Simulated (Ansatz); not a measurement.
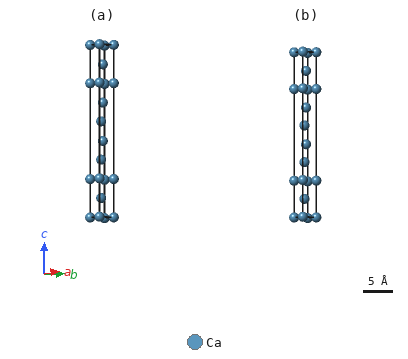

The structure of crystalline Ca (built on the samarium (9R)_166 type) before (left) and after (right) a relaxation, at one scale.

Style: spheres-only. Shown: the conventional cell (3 times the calculation's cell), from a free direction. Lengths and directions refer to the drawn axes.

Case: samarium (9R) type (R-3m, No. 166).

Computed with DFT PBE, scalar-relativistic, plane waves, PAW in Ansatz.

Input
```yaml
crystal:
  lattice:
    - [2.082228703, 1.2021753022, 10.0632806669]
    - [-2.082228703, 1.2021753022, 10.0632806669]
    - [0.0, -2.4043506044, 10.0632806669]
  atoms:
    - { symbol: Ca, position: [0.0, 0.0, 0.0] }
    - { symbol: Ca, position: [0.22222, 0.22222, 0.22222] }
    - { symbol: Ca, position: [0.77778, 0.77778, 0.77778] }
basis:
  ecutwfc: 420
kpoints:
  mp_grid: { grid: [15, 15, 15] }
hamiltonian:
  xc: pbe
scf:
  occupations: { method: gaussian, width: 0.1 }
output:
  forces: true
  stress: true
  eigenvalues: true
relax:
  adjacent_minimum: "off"
  f_tol: 0.01
  max_steps: 80
  cell: { stress_tol: 0.05 }
```

Summarise the run.

Over 5 accepted moves (6 points after the start) the energy falls by 64.2 meV per atom. The largest force component goes from 0.0053 to 0.00084 eV/Å. The pressure goes from −2.23 to −0.01 GPa. At 1 point the geometry stayed and the basis and grid were re-selected for the new cell (energy shift of 0.3 meV per atom at most each time). The largest moves relative to the cell, 0.006 Å, are those of Ca2 and Ca3. Ca2 goes along +c. The volume changes by −15.9 %, with a = b 4.164 → 3.903 Å (−6.3 %), c 30.190 → 28.899 Å (−4.3 %). Among the contacts that change: Ca1–Ca1 4.164 → 3.903 Å, Ca1–Ca2 4.127 → 3.918 Å, Ca2–Ca3 4.127 → 3.932 Å. The space group stays R-3m (No. 166).
